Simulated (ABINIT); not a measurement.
**Band-structure run of TiAl (part 4 of 4)**

The same run, continued: TiAl (2 atoms in the cell); Kohn-Sham DFT of a periodic cell, PBEsol, JTH PAW PBE v2.0, no spin polarisation (ABINIT 10.8.3); cutoff 489.81 eV, 11×11×6 k-mesh, fermi-dirac of 0.05 eV. The structure derives from a Materials Project entry.

Geometry of the input (Å; fractional positions):
```
2.8673  0.0000  0.0000
-1.4336  2.4831  0.0000
0.0000  0.0000  4.6781
Ti 0.0000  0.0000  0.0000
Al 0.3333  0.6667  0.5000
```

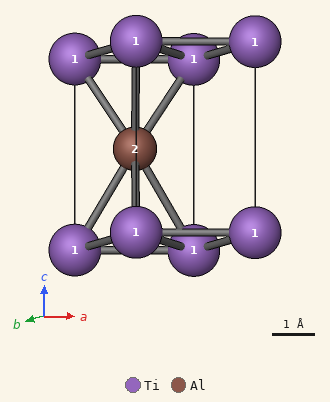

**Figure 1.** The structure (ball-and-stick view of the cell of the calculation, seen at an oblique angle; atoms are numbered from 1 in the order of the input). An atom can appear more than once, as a periodic image.

## What the program printed, continued
```
--- !ResultsGS
iteration_state: {dtset: 2, }
comment   : Summary of ground state results
lattice_vectors:
- [  5.4183403,   0.0000000,   0.0000000, ]
- [ -2.7091702,   4.6924204,   0.0000000, ]
- [  0.0000000,   0.0000000,   8.8402957, ]
lattice_lengths: [   5.41834,    5.41834,    8.84030, ]
lattice_angles: [ 90.000,  90.000, 120.000, ] # degrees, (23, 13, 12)
lattice_volume:   2.2476567E+02
convergence: {deltae:  0.000E+00, res2:  0.000E+00, residm:  9.977E-12, diffor:  0.000E+00, }
etotal    :  -6.07152276E+01
entropy   :   0.00000000E+00
fermie    :   2.87487435E-01
cartesian_stress_tensor: null
pressure_GPa: null
xred      :
- [  0.0000E+00,   0.0000E+00,   0.0000E+00, Ti]
- [  3.3333E-01,   6.6667E-01,   5.0000E-01, Al]
cartesian_forces: null
force_length_stats: {min: null, max: null, mean: null, }
...

 Integrated electronic density in atomic spheres:
 ------------------------------------------------
 Atom  Sphere_radius  Integrated_density
    1        2.30803         10.16936971
    2        1.90363          0.76059031

================================================================================

 ----iterations are completed or convergence reached----

 Mean square residual over all n,k,spin=   40.885E-13; max=  99.767E-13
 reduced coordinates (array xred) for    2 atoms
       0.000000000000      0.000000000000      0.000000000000
       0.333333333333      0.666666666667      0.500000000000

 cartesian coordinates (angstrom) at end:
    1      0.00000000000000     0.00000000000000     0.00000000000000
    2      0.00000000005292     1.65541462072830     2.33904149842171
 length scales=  1.000000000000  1.000000000000  1.000000000000 bohr
              =  0.529177210544  0.529177210544  0.529177210544 angstroms
 Eigenvalues (hartree) for nkpt=  56  k points:
 kpt#   1, nband= 18, wtk=  1.00000, kpt=  0.0000  0.0000  0.0000 (reduced coord)
  -1.77953   -0.91334   -0.89778   -0.89778   -0.03952    0.20331    0.22145    0.33504
   0.33504    0.38990    0.38990    0.43199    0.76334    0.76334    0.78771    0.78771
   0.80647    0.91554
 kpt#   2, nband= 18, wtk=  1.00000, kpt=  0.0556  0.0000  0.0000 (reduced coord)
  -1.77942   -0.91323   -0.89845   -0.89793   -0.03669    0.20642    0.22179    0.33229
   0.33737    0.38911    0.39051    0.43265    0.71458    0.73439    0.77914    0.82102
   0.84105    0.91716
 kpt#   3, nband= 18, wtk=  1.00000, kpt=  0.1111  0.0000  0.0000 (reduced coord)
  -1.77912   -0.91293   -0.90037   -0.89836   -0.02825    0.21539    0.22276    0.32474
   0.34420    0.38684    0.39246    0.43449    0.64659    0.70022    0.76025    0.85993
   0.86828    0.87770
 kpt#   4, nband= 18, wtk=  1.00000, kpt=  0.1667  0.0000  0.0000 (reduced coord)
  -1.77864   -0.91246   -0.90329   -0.89903   -0.01434    0.22422    0.22880    0.31436
   0.35511    0.38343    0.39602    0.43705    0.58042    0.66976    0.73953    0.80312
   0.90397    0.92131
 kpt#   5, nband= 18, wtk=  1.00000, kpt=  0.2222  0.0000  0.0000 (reduced coord)
  -1.77806   -0.91189   -0.90684   -0.89984    0.00483    0.22595    0.24334    0.30399
   0.36937    0.37932    0.40151    0.43908    0.52163    0.64330    0.71987    0.74956
   0.89797    0.91457
 kpt#   6, nband= 18, wtk=  1.00000, kpt=  0.2778  0.0000  0.0000 (reduced coord)
  -1.77744   -0.91128   -0.91057   -0.90070    0.02899    0.22773    0.25240    0.29641
   0.37506    0.38586    0.40909    0.43617    0.47985    0.62084    0.70109    0.70249
   0.85529    0.90783
 kpt#   7, nband= 18, wtk=  1.00000, kpt=  0.3333  0.0000  0.0000 (reduced coord)
  -1.77685   -0.91404   -0.91070   -0.90150    0.05777    0.22935    0.25075    0.28695
   0.37114    0.40298    0.41854    0.42544    0.46771    0.60236    0.65908    0.68797
   0.80218    0.89730
 kpt#   8, nband= 18, wtk=  1.00000, kpt=  0.3889  0.0000  0.0000 (reduced coord)
  -1.77637   -0.91684   -0.91023   -0.90216    0.09059    0.23063    0.23897    0.26789
   0.36801    0.41856    0.42602    0.42879    0.47121    0.58809    0.62521    0.67626
   0.75261    0.88380
 kpt#   9, nband= 18, wtk=  1.00000, kpt=  0.4444  0.0000  0.0000 (reduced coord)
  -1.77606   -0.91865   -0.90992   -0.90258    0.12609    0.21124    0.23144    0.25490
   0.36599    0.42983    0.43409    0.43749    0.47970    0.57872    0.60223    0.66678
   0.71678    0.86852
 kpt#  10, nband= 18, wtk=  1.00000, kpt=  0.5000  0.0000  0.0000 (reduced coord)
  -1.77595   -0.91928   -0.90981   -0.90273    0.15246    0.18536    0.23172    0.25170
   0.36529    0.43402    0.43769    0.44107    0.48492    0.57538    0.59387    0.66188
   0.70411    0.86487
 kpt#  11, nband= 18, wtk=  1.00000, kpt=  0.4667  0.0667  0.0000 (reduced coord)
  -1.77591   -0.91898   -0.90978   -0.90334    0.15543    0.18736    0.23364    0.25374
   0.35666    0.42031    0.43847    0.45059    0.49665    0.54431    0.59443    0.67506
   0.73165    0.80920
 kpt#  12, nband= 18, wtk=  1.00000, kpt=  0.4333  0.1333  0.0000 (reduced coord)
  -1.77581   -0.91810   -0.90967   -0.90503    0.16417    0.19319    0.23931    0.25858
   0.33817    0.39928    0.43439    0.47189    0.47938    0.53966    0.59594    0.68009
   0.75026    0.79796
 kpt#  13, nband= 18, wtk=  1.00000, kpt=  0.4000  0.2000  0.0000 (reduced coord)
  -1.77567   -0.91671   -0.90954   -0.90750    0.17822    0.20233    0.24841    0.26137
   0.31767    0.37937    0.41741    0.44963    0.49726    0.57274    0.59757    0.68170
   0.69844    0.79302
 kpt#  14, nband= 18, wtk=  1.00000, kpt=  0.3667  0.2667  0.0000 (reduced coord)
  -1.77555   -0.91489   -0.91024   -0.90942    0.19678    0.21383    0.25175    0.25999
   0.29879    0.36393    0.39611    0.44161    0.52248    0.59599    0.61072    0.65971
   0.67954    0.74291
 kpt#  15, nband= 18, wtk=  1.00000, kpt=  0.3333  0.3333  0.0000 (reduced coord)
  -1.77550   -0.91283   -0.91270   -0.90937    0.21538    0.22517    0.22773    0.26841
   0.28793    0.35893    0.38973    0.43952    0.53688    0.58995    0.64390    0.64616
   0.66140    0.72212
 kpt#  16, nband= 18, wtk=  1.00000, kpt=  0.3030  0.3030  0.0000 (reduced coord)
  -1.77555   -0.91445   -0.91068   -0.90943    0.18558    0.23685    0.24322    0.26132
   0.29691    0.36122    0.39347    0.44149    0.52298    0.60067    0.60906    0.65392
   0.69205    0.73196
 kpt#  17, nband= 18, wtk=  1.00000, kpt=  0.2727  0.2727  0.0000 (reduced coord)
  -1.77573   -0.91527   -0.90960   -0.90854    0.14798    0.24717    0.25122    0.26421
   0.31225    0.36537    0.40437    0.44709    0.49691    0.56571    0.62136    0.67367
   0.73059    0.75521
 kpt#  18, nband= 18, wtk=  1.00000, kpt=  0.2424  0.2424  0.0000 (reduced coord)
  -1.77604   -0.91508   -0.90990   -0.90646    0.11159    0.24276    0.25669    0.27950
   0.32833    0.37129    0.42302    0.45487    0.47083    0.52661    0.64366    0.70274
   0.76912    0.78870
 kpt#  19, nband= 18, wtk=  1.00000, kpt=  0.2121  0.2121  0.0000 (reduced coord)
  -1.77648   -0.91385   -0.91033   -0.90451    0.07799    0.23633    0.26589    0.28342
   0.34360    0.38141    0.44406    0.44779    0.46604    0.49890    0.66822    0.73843
   0.80614    0.82872
 kpt#  20, nband= 18, wtk=  1.00000, kpt=  0.1818  0.1818  0.0000 (reduced coord)
  -1.77701   -0.91169   -0.91086   -0.90275    0.04795    0.23165    0.26975    0.28228
   0.35708    0.38787    0.42873    0.44867    0.48596    0.50382    0.69704    0.77844
   0.83532    0.86056
 kpt#  21, nband= 18, wtk=  1.00000, kpt=  0.1515  0.1515  0.0000 (reduced coord)
  -1.77760   -0.91144   -0.90887   -0.90124    0.02191    0.22830    0.25795    0.29161
   0.36819    0.38098    0.41395    0.44337    0.51723    0.53831    0.73141    0.82092
   0.84066    0.85781
 kpt#  22, nband= 18, wtk=  1.00000, kpt=  0.1212  0.1212  0.0000 (reduced coord)
  -1.77819   -0.91202   -0.90572   -0.89999    0.00017    0.22586    0.24201    0.30360
   0.36698    0.37675    0.40334    0.43970    0.56061    0.58114    0.77177    0.82658
   0.84720    0.86352
 kpt#  23, nband= 18, wtk=  1.00000, kpt=  0.0909  0.0909  0.0000 (reduced coord)
  -1.77873   -0.91255   -0.90265   -0.89901   -0.01702    0.22401    0.22664    0.31546
   0.35353    0.38288    0.39641    0.43672    0.61181    0.62807    0.81075    0.81780
   0.83552    0.90237
 kpt#  24, nband= 18, wtk=  1.00000, kpt=  0.0606  0.0606  0.0000 (reduced coord)
  -1.77916   -0.91297   -0.90008   -0.89832   -0.02946    0.21416    0.22263    0.32563
   0.34334    0.38692    0.39240    0.43425    0.66754    0.67759    0.79780    0.82393
   0.86817    0.88963
 kpt#  25, nband= 18, wtk=  1.00000, kpt=  0.0303  0.0303  0.0000 (reduced coord)
  -1.77944   -0.91325   -0.89837   -0.89791   -0.03700    0.20609    0.22176    0.33257
   0.33713    0.38917    0.39046    0.43258    0.72359    0.72792    0.78947    0.80895
   0.84204    0.92084
 kpt#  26, nband= 18, wtk=  1.00000, kpt=  0.0000  0.0000  0.0000 (reduced coord)
  -1.77953   -0.91334   -0.89778   -0.89778   -0.03952    0.20331    0.22145    0.33504
   0.33504    0.38990    0.38990    0.43199    0.76334    0.76334    0.78771    0.78771
   0.80647    0.91554
 kpt#  27, nband= 18, wtk=  1.00000, kpt=  0.0000  0.0000  0.1000 (reduced coord)
  -1.77953   -0.91336   -0.89778   -0.89778   -0.03721    0.18204    0.23783    0.33509
   0.33509    0.38963    0.38963    0.43980    0.76613    0.76613    0.78591    0.78591
   0.80344    0.87916
 kpt#  28, nband= 18, wtk=  1.00000, kpt=  0.0000  0.0000  0.2000 (reduced coord)
  -1.77953   -0.91340   -0.89778   -0.89778   -0.03060    0.15236    0.25429    0.33521
   0.33521    0.38894    0.38894    0.46154    0.77379    0.77379    0.78159    0.78159
   0.78490    0.85115
 kpt#  29, nband= 18, wtk=  1.00000, kpt=  0.0000  0.0000  0.3000 (reduced coord)
  -1.77953   -0.91345   -0.89778   -0.89778   -0.02088    0.12433    0.26480    0.33536
   0.33536    0.38810    0.38810    0.49226    0.74647    0.77605    0.77605    0.78507
   0.78507    0.84796
 kpt#  30, nband= 18, wtk=  1.00000, kpt=  0.0000  0.0000  0.4000 (reduced coord)
  -1.77953   -0.91349   -0.89778   -0.89778   -0.01093    0.10279    0.27042    0.33548
   0.33548    0.38742    0.38742    0.52319    0.70845    0.77236    0.77236    0.79498
   0.79498    0.85411
 kpt#  31, nband= 18, wtk=  1.00000, kpt=  0.0000  0.0000  0.5000 (reduced coord)
  -1.77953   -0.91351   -0.89777   -0.89777   -0.00629    0.09420    0.27217    0.33552
   0.33552    0.38717    0.38717    0.53803    0.69113    0.77097    0.77097    0.79921
   0.79921    0.85842
 kpt#  32, nband= 18, wtk=  1.00000, kpt=  0.0556  0.0000  0.5000 (reduced coord)
  -1.77942   -0.91340   -0.89844   -0.89793   -0.00390    0.09743    0.27401    0.33294
   0.33786    0.38236    0.38622    0.54408    0.69114    0.72955    0.74800    0.79788
   0.82733    0.85103
 kpt#  33, nband= 18, wtk=  1.00000, kpt=  0.1111  0.0000  0.5000 (reduced coord)
  -1.77911   -0.91309   -0.90036   -0.89836    0.00326    0.10691    0.27921    0.32596
   0.34474    0.36985    0.38353    0.55906    0.66635    0.69110    0.71976    0.77843
   0.82095    0.87096
 kpt#  34, nband= 18, wtk=  1.00000, kpt=  0.1667  0.0000  0.5000 (reduced coord)
  -1.77864   -0.91261   -0.90328   -0.89903    0.01512    0.12212    0.28647    0.31709
   0.35287    0.35573    0.37947    0.56832    0.61511    0.69056    0.69543    0.75503
   0.77115    0.86889
 kpt#  35, nband= 18, wtk=  1.00000, kpt=  0.2222  0.0000  0.5000 (reduced coord)
  -1.77806   -0.91202   -0.90683   -0.89984    0.03157    0.14209    0.29055    0.31281
   0.33311    0.37007    0.37459    0.53031    0.61673    0.67532    0.68534    0.72036
   0.73728    0.83534
 kpt#  36, nband= 18, wtk=  1.00000, kpt=  0.2778  0.0000  0.5000 (reduced coord)
  -1.77744   -0.91139   -0.91056   -0.90070    0.05240    0.16525    0.28587    0.31050
   0.31952    0.36952    0.38662    0.48232    0.62905    0.65026    0.65928    0.70162
   0.73383    0.80471
 kpt#  37, nband= 18, wtk=  1.00000, kpt=  0.3333  0.0000  0.5000 (reduced coord)
  -1.77685   -0.91402   -0.91080   -0.90150    0.07729    0.18883    0.28116    0.28395
   0.32888    0.36488    0.40371    0.44329    0.60331    0.63065    0.64706    0.70110
   0.74977    0.77796
 kpt#  38, nband= 18, wtk=  1.00000, kpt=  0.3889  0.0000  0.5000 (reduced coord)
  -1.77637   -0.91682   -0.91032   -0.90216    0.10556    0.20800    0.25312    0.28368
   0.33406    0.36117    0.41626    0.41908    0.56409    0.62567    0.63849    0.70294
   0.75653    0.77886
 kpt#  39, nband= 18, wtk=  1.00000, kpt=  0.4444  0.0000  0.5000 (reduced coord)
  -1.77606   -0.91863   -0.91000   -0.90258    0.13529    0.21817    0.22075    0.29613
   0.33098    0.35878    0.40104    0.43003    0.53824    0.62074    0.63340    0.70500
   0.74232    0.81169
 kpt#  40, nband= 18, wtk=  1.00000, kpt=  0.5000  0.0000  0.5000 (reduced coord)
  -1.77595   -0.91926   -0.90989   -0.90273    0.15433    0.20057    0.22080    0.30811
   0.32349    0.35796    0.39620    0.43404    0.52927    0.61884    0.63171    0.70592
   0.73727    0.83133
 kpt#  41, nband= 18, wtk=  1.00000, kpt=  0.4667  0.0667  0.5000 (reduced coord)
  -1.77591   -0.91896   -0.90985   -0.90333    0.15690    0.20250    0.22424    0.30621
   0.32430    0.35197    0.39728    0.43696    0.52858    0.56885    0.68524    0.70144
   0.72092    0.84003
 kpt#  42, nband= 18, wtk=  1.00000, kpt=  0.4333  0.1333  0.5000 (reduced coord)
  -1.77581   -0.91808   -0.90975   -0.90503    0.16455    0.20807    0.23392    0.30101
   0.32675    0.33477    0.40028    0.44544    0.52042    0.52672    0.65558    0.72960
   0.74353    0.86281
 kpt#  43, nband= 18, wtk=  1.00000, kpt=  0.4000  0.2000  0.5000 (reduced coord)
  -1.77567   -0.91669   -0.90962   -0.90749    0.17716    0.21643    0.24763    0.29430
   0.30866    0.33019    0.40438    0.45877    0.48274    0.52427    0.60273    0.75162
   0.79623    0.88375
 kpt#  44, nband= 18, wtk=  1.00000, kpt=  0.3667  0.2667  0.5000 (reduced coord)
  -1.77555   -0.91488   -0.91024   -0.90950    0.19446    0.22432    0.26062    0.27906
   0.28906    0.33316    0.40779    0.45899    0.47585    0.52143    0.55814    0.78046
   0.83942    0.85461
 kpt#  45, nband= 18, wtk=  1.00000, kpt=  0.3333  0.3333  0.5000 (reduced coord)
  -1.77550   -0.91281   -0.91269   -0.90944    0.21518    0.21696    0.26396    0.26555
   0.28820    0.33419    0.40852    0.45143    0.48917    0.51514    0.53960    0.80666
   0.82702    0.85957
 kpt#  46, nband= 18, wtk=  1.00000, kpt=  0.3030  0.3030  0.5000 (reduced coord)
  -1.77555   -0.91444   -0.91067   -0.90950    0.18793    0.23880    0.26303    0.27085
   0.28566    0.33375    0.40991    0.45587    0.47640    0.52910    0.54874    0.78241
   0.84087    0.85364
 kpt#  47, nband= 18, wtk=  1.00000, kpt=  0.2727  0.2727  0.5000 (reduced coord)
  -1.77573   -0.91526   -0.90968   -0.90854    0.15554    0.25468    0.26338    0.27876
   0.28275    0.33246    0.41730    0.45894    0.46649    0.55355    0.57161    0.75431
   0.80299    0.90190
 kpt#  48, nband= 18, wtk=  1.00000, kpt=  0.2424  0.2424  0.5000 (reduced coord)
  -1.77604   -0.91506   -0.90999   -0.90646    0.12399    0.23594    0.27642    0.28685
   0.29682    0.32902    0.43302    0.44206    0.48166    0.58253    0.60433    0.73234
   0.76314    0.90025
 kpt#  49, nband= 18, wtk=  1.00000, kpt=  0.2121  0.2121  0.5000 (reduced coord)
  -1.77648   -0.91383   -0.91042   -0.90451    0.09483    0.21090    0.27965    0.30236
   0.31782    0.32279    0.42414    0.45696    0.50173    0.61569    0.64381    0.71785
   0.72510    0.89144
 kpt#  50, nband= 18, wtk=  1.00000, kpt=  0.1818  0.1818  0.5000 (reduced coord)
  -1.77701   -0.91168   -0.91096   -0.90275    0.06879    0.18465    0.28644    0.31434
   0.31485    0.33944    0.40501    0.48802    0.52761    0.65097    0.68832    0.69003
   0.71123    0.87585
 kpt#  51, nband= 18, wtk=  1.00000, kpt=  0.1515  0.1515  0.5000 (reduced coord)
  -1.77760   -0.91155   -0.90886   -0.90123    0.04627    0.15973    0.29566    0.30473
   0.32803    0.35704    0.38595    0.52481    0.55915    0.65965    0.68020    0.71804
   0.73673    0.85782
 kpt#  52, nband= 18, wtk=  1.00000, kpt=  0.1212  0.1212  0.5000 (reduced coord)
  -1.77819   -0.91215   -0.90571   -0.89998    0.02756    0.13761    0.29478    0.30646
   0.34240    0.36861    0.36981    0.56208    0.59312    0.64161    0.68948    0.74947
   0.78792    0.83935
 kpt#  53, nband= 18, wtk=  1.00000, kpt=  0.0909  0.0909  0.5000 (reduced coord)
  -1.77873   -0.91269   -0.90264   -0.89901    0.01284    0.11929    0.28580    0.31726
   0.35434    0.35749    0.37831    0.57195    0.63212    0.65944    0.69090    0.79019
   0.82518    0.84090
 kpt#  54, nband= 18, wtk=  1.00000, kpt=  0.0606  0.0606  0.5000 (reduced coord)
  -1.77916   -0.91313   -0.90008   -0.89832    0.00224    0.10557    0.27854    0.32670
   0.34391    0.37185    0.38352    0.55731    0.68340    0.69113    0.70040    0.81425
   0.82803    0.83984
 kpt#  55, nband= 18, wtk=  1.00000, kpt=  0.0303  0.0303  0.5000 (reduced coord)
  -1.77943   -0.91341   -0.89837   -0.89791   -0.00416    0.09708    0.27381    0.33320
   0.33762    0.38288    0.38630    0.54346    0.69114    0.73658    0.74377    0.80594
   0.81957    0.85199
 kpt#  56, nband= 18, wtk=  1.00000, kpt=  0.0000  0.0000  0.5000 (reduced coord)
  -1.77953   -0.91351   -0.89777   -0.89777   -0.00629    0.09420    0.27217    0.33552
   0.33552    0.38717    0.38717    0.53803    0.69113    0.77097    0.77097    0.79921
   0.79921    0.85842

== END DATASET(S) ==============================================================
================================================================================

 -outvars: echo values of variables after computation  --------
            acell      1.0000000000E+00  1.0000000000E+00  1.0000000000E+00 Bohr
           etotal1    -6.0715227563E+01
            fcart1    -1.5529693196E-30  8.9660725477E-31 -0.0000000000E+00
                       1.5529693196E-30 -8.9660725477E-31 -0.0000000000E+00
            rprim      5.4183403473E+00  0.0000000000E+00  0.0000000000E+00
                      -2.7091701735E+00  4.6924203870E+00  0.0000000000E+00
                       0.0000000000E+00  0.0000000000E+00  8.8402956583E+00
           strten1     7.0602310364E-05  7.0602310677E-05  1.2165398247E-04
                       0.0000000000E+00  0.0000000000E+00 -2.0958006745E-13
           xangst      0.0000000000E+00  0.0000000000E+00  0.0000000000E+00
                       5.2917711545E-11  1.6554146207E+00  2.3390414984E+00
             xred      0.0000000000E+00  0.0000000000E+00  0.0000000000E+00
                       3.3333333333E-01  6.6666666667E-01  5.0000000000E-01
 Calculation completed.
```

## Key numbers

```csv
quantity,value
outcome,converged
space group (tolerance 0.01 Å),P-6m2 (187)
electrons treated,15
free energy,−1652.1455 eV
Fermi energy,7.823 eV
gap on the k-point mesh,none (metallic)
pressure,−2.58 GPa
largest force (length of the vector),under 0.001 eV/Å
hardware,"1 thread of Arm Neoverse V1, 24 GiB of memory available, shared host"
wall time,37 s
peak memory,0.11 GiB
```
